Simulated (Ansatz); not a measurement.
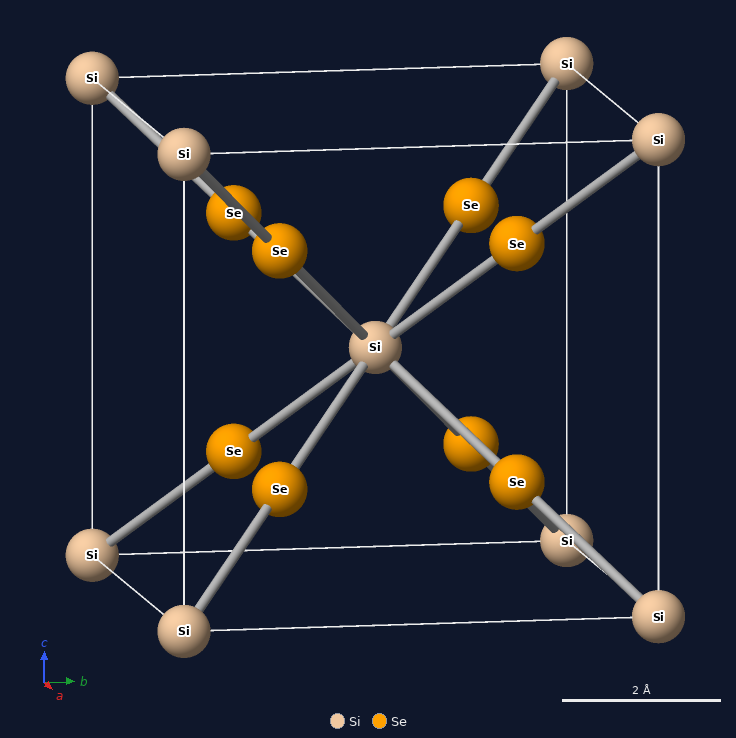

Ball-and-stick representation of a periodic structure, projected slightly off an axis. One conventional unit cell is framed, with atoms on its boundary repeated. Cell: a = 6.13 Å, b = 6.13 Å, c = 6.13 Å, α = 90.00°, β = 90.00°, γ = 90.00°.

The cell started as a structure type filled with these elements by a generator (whether the compound takes this form wasn't checked). Earlier steps of the study, as a rule a relaxation of our own, may have changed the cell and positions, so they can lie some per cent off the listed ones. A calculation with Ansatz used it as input.

State composition, symmetry and coordination.

Formula: SiSe4. The lattice is body-centred cubic and the space group Im-3m (No. 229). Atoms per cell: 10 (2 Si, 8 Se). Taking every contact within bonding distance, one finds Si 8 and Se 2.

Setup: DFT PBE, scalar-relativistic, plane waves, PAW (Ansatz 0.2.0); wavefunction cutoff 420 eV, k-points about 0.14 Å⁻¹ apart, Gaussian smearing of 0.1 eV, no spin polarisation.

Predict the gap.

A metal: bands cross the Fermi level.

List the Bader charges.

Si +0.75 e; Se -0.19 e.

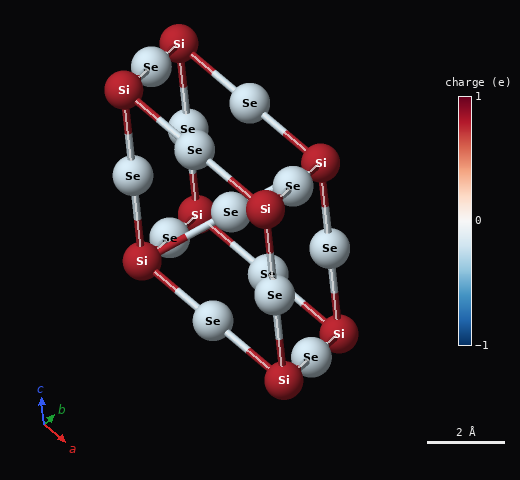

The atoms coloured by those charges. The run's cell of 5 atoms is drawn, so axes and origin can differ from the first picture.

Is the structure relaxed at this level of theory?

Yes. All forces vanish to within 0.01 eV/Å. The pressure is 0.0 GPa, close to zero.
